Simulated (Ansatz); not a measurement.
## Electronic structure of Ge in real space

```
Ge
1.0
     5.76879    0.00000    0.00000
     0.00000    5.76879    0.00000
     0.00000    0.00000    5.76879
Ge
8
Direct
  0.25000 0.25000 0.25000
  0.75000 0.75000 0.25000
  0.75000 0.25000 0.75000
  0.25000 0.75000 0.75000
  0.00000 0.00000 0.00000
  0.50000 0.50000 0.00000
  0.50000 0.00000 0.50000
  0.00000 0.50000 0.50000
```

Space group Fd-3m; computed pressure about −3 GPa in this cell.

Theory: Kohn-Sham DFT of a periodic cell, RPBE with D4, Ansatz PAW (Ansatz 0.2.0).

The density is the valence pseudo-density of a PAW calculation; it isn't the true density close to the nuclei.

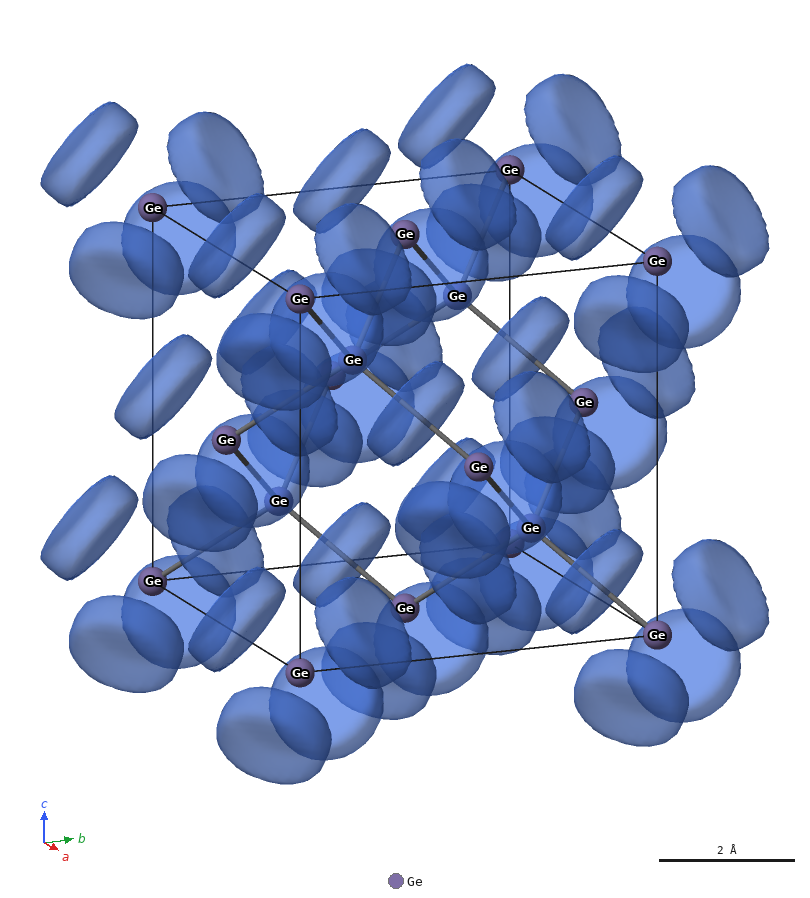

Figure 1. Isosurface of the ELF at 0.55 (blue), seen slightly off an axis. Only the valence region is drawn (cores and ρ < 0.01 e/Å³ removed). Sticks mark near contacts.

What do the ELF domains correspond to?

Answer. The ELF exceeds this value in 16 regions between bonded Ge–Ge atoms, counted in one cell of 8 atoms. Any copies at cell faces, edges or corners count once.


Ge–Ge (2.50 Å): the ELF peaks at about 0.80 between the atoms.

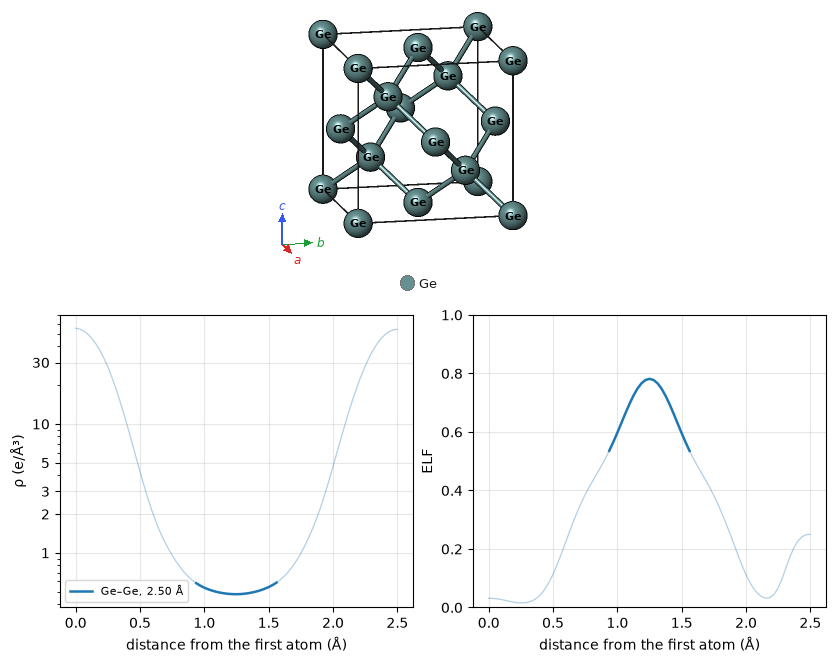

Figure 2. Valence charge density (pseudo) and electron localisation function along straight lines between neighbouring atoms. Thin, pale parts lie inside the atomic spheres. The structure is drawn too.

What can be read from the curves?

Answer. Ge–Ge (2.50 Å): the density is about 0.48 e/Å³ at the midpoint; the ELF peaks at about 0.80 between the atoms.

Does the calculation give a band gap?

Answer. It is metallic or semimetallic at this level of theory: no gap opens.
